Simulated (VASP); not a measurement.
## FeSi: geometry relaxation (part 1 of 2)

System: FeSi (P2₁3, 8 atoms in the cell).
Method: Kohn-Sham DFT of a periodic cell, LDA, VASP PAW LDA potentials, recommended, no spin polarisation (VASP 6.6.1).

The structure derives from an entry of the Crystallography Open Database.

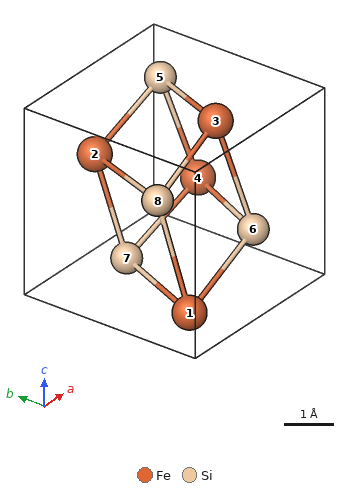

Fig. 1: The input geometry (ball-and-stick view of the cell of the calculation, seen at an oblique angle; atoms are numbered from 1 in the order of the input). An atom can appear more than once, as a periodic image. Near neighbours in the periodic cell (some may lie outside the picture): Fe has 7 Si at 2.24 to 2.45 Å; Si has 7 Fe at 2.24 to 2.45 Å.

INCAR
```
  PREC = Accurate
  ENCUT = 600
  EDIFF = 1E-7
  ISMEAR = 0
  SIGMA = 0.03
  LREAL = False
  LASPH = True
  NELM = 80
  ALGO = Normal
  ISIF = 3
  LWAVE = False
  LCHARG = False
  GGA = CA
  IBRION = 2
  NSW = 90
  EDIFFG = -0.005
  KPAR = 2
```

KPOINTS
```
Automatic mesh
0
Gamma
  8 8 8
```

POSCAR
```
FeSi                                    
1.0
    4.3732531029      0.0000000000      0.0000000000
    0.0000000000      4.3732531029      0.0000000000
    0.0000000000     -0.0000000000      4.3732531029
  Fe              Si            
     4     4
Direct
     0.1371026430027104    0.1371026430027104    0.1371026430027104
     0.3628973569972896    0.8628973569972896    0.6371026430027104
     0.6371026430027104    0.3628973569972896    0.8628973569972896
     0.8628973569972896    0.6371026430027104    0.3628973569972896
     0.8408249736039076    0.8408249736039076    0.8408249736039076
     0.6591750263960924    0.1591750263960924    0.3408249736039076
     0.3408249736039076    0.6591750263960924    0.1591750263960924
     0.1591750263960924    0.3408249736039076    0.6591750263960924
```

Machine: 2 threads of Intel Xeon (Sapphire Rapids), 64 GiB of memory available, shared host.

Launched with:
```bash
cat potpaw_LDA.64/Fe/POTCAR potpaw_LDA.64/Si/POTCAR > POTCAR
mpirun -np 2 vasp_std > vasp.out
```

OSZICAR
```
N       E                     dE             d eps       ncg     rms          rms(c)
DAV:   1     0.388737566336E+03    0.38874E+03   -0.22243E+04  2610   0.214E+03
DAV:   2    -0.293513712243E+02   -0.41809E+03   -0.40647E+03  2610   0.453E+02
DAV:   3    -0.720433032666E+02   -0.42692E+02   -0.39042E+02  3780   0.165E+02
DAV:   4    -0.741263528958E+02   -0.20830E+01   -0.20099E+01  4048   0.442E+01
DAV:   5    -0.741712946638E+02   -0.44942E-01   -0.44860E-01  4099   0.562E+00    0.338E+01
DAV:   6    -0.776271218411E+02   -0.34558E+01   -0.20604E+02  3920   0.173E+02    0.278E+01
DAV:   7    -0.669241271364E+02    0.10703E+02   -0.81385E+01  3925   0.122E+02    0.100E+01
DAV:   8    -0.666476071165E+02    0.27652E+00   -0.35898E+00  3523   0.171E+01    0.285E+00
DAV:   9    -0.665672110185E+02    0.80396E-01   -0.39314E-01  4110   0.666E+00    0.112E+00
DAV:  10    -0.665569786004E+02    0.10232E-01   -0.13070E-02  3458   0.116E+00    0.409E-01
DAV:  11    -0.665556799430E+02    0.12987E-02   -0.81345E-03  4110   0.104E+00    0.139E-01
DAV:  12    -0.665555893107E+02    0.90632E-04   -0.40382E-04  4130   0.215E-01    0.506E-02
DAV:  13    -0.665555861039E+02    0.32068E-05   -0.32738E-05  3661   0.397E-02    0.186E-02
DAV:  14    -0.665555853697E+02    0.73418E-06   -0.33606E-06  3422   0.157E-02    0.299E-03
DAV:  15    -0.665555853684E+02    0.13429E-08   -0.13538E-07  1965   0.536E-03
   1 F= -.66555585E+02 E0= -.66555572E+02  d E =-.665556E+02
       N       E                     dE             d eps       ncg     rms          rms(c)
DAV:   1    -0.665556874452E+02   -0.10208E-03   -0.39250E-03  3955   0.680E-01    0.918E-02
DAV:   2    -0.665557307635E+02   -0.43318E-04   -0.23765E-03  3985   0.627E-01    0.911E-02
DAV:   3    -0.665556000550E+02    0.13071E-03   -0.89308E-04  3995   0.384E-01    0.175E-02
DAV:   4    -0.665555975748E+02    0.24802E-05   -0.22544E-05  3330   0.379E-02    0.533E-03
DAV:   5    -0.665555972879E+02    0.28693E-06   -0.11205E-06  3686   0.106E-02    0.384E-03
DAV:   6    -0.665555972513E+02    0.36602E-07   -0.61073E-08  1695   0.213E-03
   2 F= -.66555597E+02 E0= -.66555583E+02  d E =-.118829E-04
```

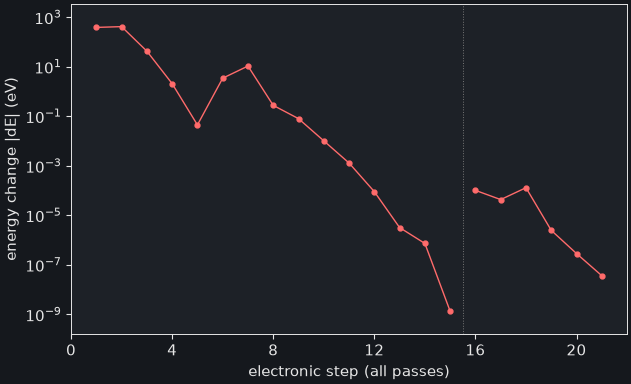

Fig. 2: Convergence of the self-consistent field: energy change |dE| against the electronic step. Each stretch between dotted lines is the SCF of one geometry step of a relaxation. The 2 ionic steps take 6 to 15 electronic steps each. The density is held fixed in the first few steps, and dE rises again when its update begins.

Parts of OUTCAR
```
PREC = Accurate
   ENCUT = 600
   EDIFF = 1E-7
   ISMEAR = 0
   LREAL = False
   LASPH = True
   NELM = 80
   ISIF = 3
   GGA = CA
   IBRION = 2
   NSW = 90
   EDIFFG = -0.005

 ion  position               nearest neighbor table
   1  0.137  0.137  0.137-   5 2.24   6 2.27   7 2.27   8 2.27   7 2.45   8 2.45   6 2.45   3 2.68
                             4 2.68   4 2.68   3 2.68   2 2.68   2 2.68
   2  0.363  0.863  0.637-   6 2.24   5 2.27   7 2.27   8 2.27   7 2.45   8 2.45   5 2.45   3 2.68
                             3 2.68   4 2.68   4 2.68   1 2.68   1 2.68
   3  0.637  0.363  0.863-   7 2.24   6 2.27   5 2.27   8 2.27   8 2.45   6 2.45   5 2.45   1 2.68
                             2 2.68   2 2.68   1 2.68   4 2.68   4 2.68
   4  0.863  0.637  0.363-   8 2.24   6 2.27   7 2.27   5 2.27   6 2.45   5 2.45   7 2.45   1 2.68
                             1 2.68   2 2.68   2 2.68   3 2.68   3 2.68
   5  0.841  0.841  0.841-   1 2.24   2 2.27   3 2.27   4 2.27   3 2.45   4 2.45   2 2.45   6 2.71
                             7 2.71   8 2.71   6 2.71   8 2.71   7 2.71
   6  0.659  0.159  0.341-   2 2.24   1 2.27   3 2.27   4 2.27   3 2.45   4 2.45   1 2.45   8 2.71
                             5 2.71   5 2.71   7 2.71   7 2.71   8 2.71
   7  0.341  0.659  0.159-   3 2.24   2 2.27   1 2.27   4 2.27   4 2.45   2 2.45   1 2.45   8 2.71
                             5 2.71   8 2.71   6 2.71   6 2.71   5 2.71
   8  0.159  0.341  0.659-   4 2.24   2 2.27   3 2.27   1 2.27   2 2.45   1 2.45   3 2.45   7 2.71
                             5 2.71   7 2.71   5 2.71   6 2.71   6 2.71

  LATTYP: Found a simple cubic cell.
 ALAT       =     4.3732531029

  Lattice vectors:

 A1 = (   4.3732531029,   0.0000000000,   0.0000000000)
 A2 = (   0.0000000000,   4.3732531029,   0.0000000000)
 A3 = (   0.0000000000,   0.0000000000,   4.3732531029)

Analysis of symmetry for initial positions (statically):
=====================================================================
 Subroutine PRICEL returns:
 Original cell was already a primitive cell.

 Routine SETGRP: Setting up the symmetry group for a
 simple cubic supercell.

 Subroutine GETGRP returns: Found 12 space group operations
 (whereof  3 operations were pure point group operations)
 out of a pool of 48 trial point group operations.

The static configuration has the point symmetry C_3 .
 The point group associated with its full space group is T   .

Analysis of symmetry for dynamics (positions and initial velocities):
=====================================================================
 Subroutine PRICEL returns:
 Original cell was already a primitive cell.

 Routine SETGRP: Setting up the symmetry group for a
 simple cubic supercell.

 Subroutine GETGRP returns: Found 12 space group operations
 (whereof  3 operations were pure point group operations)
 out of a pool of 48 trial point group operations.

The dynamic configuration has the point symmetry C_3 .
 The point group associated with its full space group is T   .

 Subroutine INISYM returns: Found 12 space group operations
 (whereof  3 operations are pure point group operations),
 and found     1 'primitive' translations

----------------------------------------------------------------------------------------

                                     Primitive cell

  volume of cell :      83.6400

  direct lattice vectors                    reciprocal lattice vectors
     4.373253103  0.000000000  0.000000000     0.228662731  0.000000000  0.000000000
     0.000000000  4.373253103  0.000000000     0.000000000  0.228662731  0.000000000
     0.000000000  0.000000000  4.373253103     0.000000000  0.000000000  0.228662731

  length of vectors
     4.373253103  4.373253103  4.373253103     0.228662731  0.228662731  0.228662731

  position of ions in fractional coordinates (direct lattice)
     0.137102643  0.137102643  0.137102643
     0.362897357  0.862897357  0.637102643
     0.637102643  0.362897357  0.862897357
     0.862897357  0.637102643  0.362897357
     0.840824974  0.840824974  0.840824974
     0.659175026  0.159175026  0.340824974
     0.340824974  0.659175026  0.159175026
     0.159175026  0.340824974  0.659175026

  ion indices of the primitive-cell ions
   primitive index   ion index
                 1           1
                 2           2
                 3           3
                 4           4
                 5           5
                 6           6
                 7           7
                 8           8

----------------------------------------------------------------------------------------

 KPOINTS: Automatic mesh

Automatic generation of k-mesh.
 Grid dimensions read from file:
 generate k-points for:    8    8    8

 Generating k-lattice:

  Cartesian coordinates                     Fractional coordinates (reciprocal lattice)
     0.028582841  0.000000000  0.000000000     0.125000000  0.000000000  0.000000000
     0.000000000  0.028582841  0.000000000     0.000000000  0.125000000  0.000000000
     0.000000000  0.000000000  0.028582841     0.000000000  0.000000000  0.125000000

  Length of vectors
     0.028582841  0.028582841  0.028582841

  Shift w.r.t. Gamma in fractional coordinates (k-lattice)
     0.000000000  0.000000000  0.000000000

 Subroutine IBZKPT returns following result:
 ===========================================

 Found     45 irreducible k-points:

 Following reciprocal coordinates:
            Coordinates               Weight
  0.000000  0.000000  0.000000      1.000000
  0.125000  0.000000  0.000000      6.000000
  0.250000  0.000000  0.000000      6.000000
  0.375000  0.000000  0.000000      6.000000
  0.500000  0.000000  0.000000      3.000000
  0.125000  0.125000  0.000000     12.000000
  0.250000  0.125000  0.000000     12.000000
 -0.125000  0.250000  0.000000     12.000000
  0.375000  0.125000  0.000000     12.000000
 -0.125000  0.375000  0.000000     12.000000
  0.500000  0.125000  0.000000      6.000000
 -0.125000  0.500000  0.000000      6.000000
  0.250000  0.250000  0.000000     12.000000
  0.375000  0.250000  0.000000     12.000000
 -0.250000  0.375000  0.000000     12.000000
  0.500000  0.250000  0.000000      6.000000
 -0.250000  0.500000  0.000000      6.000000
  0.375000  0.375000  0.000000     12.000000
  0.500000  0.375000  0.000000      6.000000
 -0.375000  0.500000  0.000000      6.000000
  0.500000  0.500000  0.000000      3.000000
  0.125000  0.125000  0.125000      8.000000
  0.250000  0.125000  0.125000     24.000000
  0.375000  0.125000  0.125000     24.000000
 [... further k-points ...]
   k-points           NKPTS =     45   k-points in BZ     NKDIM =     45   number of bands    NBANDS=     29
   number of dos      NEDOS =    301   number of ions     NIONS =      8
   total plane-waves  NPLWV =  46656
   dimension x,y,z NGX =    36 NGY =   36 NGZ =   36
   dimension x,y,z NGXF=    72 NGYF=   72 NGZF=   72
   ions per type =               4   4
   NGX,Y,Z   is equivalent  to a cutoff of  13.69, 13.69, 13.69 a.u.
   NGXF,Y,Z  is equivalent  to a cutoff of  27.37, 27.37, 27.37 a.u.
 SYSTEM =  unknown system
   PREC   = accura    normal or accurate (medium, high low for compatibility)
   ISTART =      0    job   : 0-new  1-cont  2-samecut
   ICHARG =      2    charge: 1-file 2-atom 10-const
   ISPIN  =      1    spin polarized calculation?
   LNONCOLLINEAR =      F non collinear calculations
   LSORBIT =      F    spin-orbit coupling
   LASPH  =      T    aspherical Exc in radial PAW
   ENCUT  =  600.0 eV  44.10 Ry    6.64 a.u.   8.73  8.73  8.73*2*pi/ulx,y,z
   NELM   =     80;   NELMIN=  2; NELMDL= -5     # of ELM steps
   EDIFF  = 0.1E-06   stopping-criterion for ELM
   LREAL  =      F    real-space projection
   EDIFFG = -.5E-02   stopping-criterion for IOM
   NSW    =     90    number of steps for IOM
   IBRION =      2    ionic relax: 0-MD 1-quasi-New 2-CG
   NFREE  =      1    steps in history (QN), initial steepest desc. (CG)
   ISIF   =      3    stress and relaxation
   ISYM   =      2    0-nonsym 1-usesym 2-fastsym
   POTIM  = 0.5000    time-step for ionic-motion
   TEBEG  =    0.0;   TEEND  =   0.0 temperature during run
   PSTRESS=    0.0 pullay stress
   NELECT =      48.0000    total number of electrons
   NUPDOWN=      -1.0000    fix difference up-down
   EMIN   =  10.00;   EMAX   =-10.00  energy-range for DOS
   EFERMI =   0.00;   METHOD = LEGACY
   ISMEAR =     0;   SIGMA  =   0.03  broadening in eV -4-tet -1-fermi 0-gaus
   EFERMI_NEDOS =   21; number of points for ismear=-14 and -15
   IALGO  =     38    algorithm
   IMIX   =      4    mixing-type and parameters
     AMIX     =   0.40;   BMIX     =  1.00
     AMIX_MAG =   1.60;   BMIX_MAG =  1.00
  volume/ion in A,a.u.               =      10.45        70.55
  Fermi-wavevector in a.u.,A,eV,Ry     =   1.360454  2.570886 25.182152  1.850836
  Thomas-Fermi vector in A             =   2.487115
   LORBIT       =      0    0 simple, 1 ext, 2 COOP (PROOUT), +10 PAW based schemes
   GGA     = CA    functional components
   LHFCALC =     F    Hartree Fock is set to
   AEXX    =    0.0000 exact exchange contribution
   IVDW    =     0    specifies the selected vdW correction
   LEPSILON=     F    determine dielectric tensor
   LRPA    =     F    only Hartree local field effects (RPA)
 conjugate gradient relaxation of ions
 non-spin polarized calculation
 Gauss-broadening in eV      SIGMA  =   0.03
  energy-cutoff  :      600.00
  volume of cell :       83.64
 maximum number of plane-waves:      2829
   NGX = 17   NGY = 17   NGZ = 17

--------------------------------------- Ionic step        1  -------------------------------------------

 number of electron      47.9999984 magnetization

 Free energy of the ion-electron system (eV)
  ---------------------------------------------------
  ext. energy  EPLUGINS =         0.00000000
  ---------------------------------------------------
  free energy    TOTEN  =       -66.55558537 eV

  energy without entropy =      -66.55555786  energy(sigma->0) =      -66.55557162

------------------------ aborting loop because EDIFF is reached ----------------------------------------
```
